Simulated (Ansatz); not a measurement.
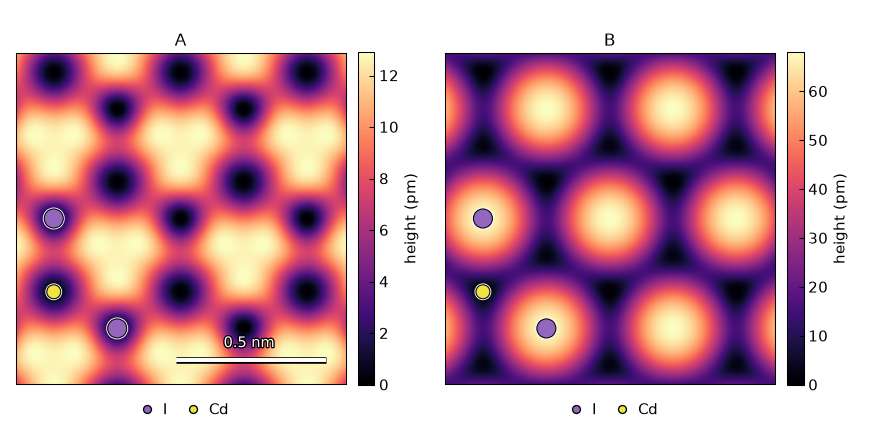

Two constant-current images of the same area of monolayer CdI2, one at −3.25 V (set point 3.0 × 10⁻⁴ e/Å³) and one at +1.85 V (1.0 × 10⁻⁴ e/Å³), with the atoms seen from above drawn over one corner (deeper ones smaller).

Tersoff–Hamann simulation (s-wave tip); biases are sample biases. Zero bias is put in the middle of the gap by convention. Bias windows are sharp sums over the levels of the k mesh.

These are results of DFT PBE+D3(BJ), scalar-relativistic, plane waves, PAW (Ansatz), not measurements. Cutoff 420 eV, 24 × 24 k-points, Gaussian smearing 0.05 eV, dipole correction. No spin polarisation. Spin–orbit coupling is left out; with I it can shift levels and gaps. The run couldn't confirm all of its levels under its output density. The run warns that the functional's potential is rough in the thin density of the vacuum, where the tip is; weak contrasts and barriers may feel it.

> Which image shows the filled states?

Image B. The filled states (−3.25 V) are brightest over the top I atoms, the empty states (+1.85 V) over points 1.7 Å to the side of the top I atoms.
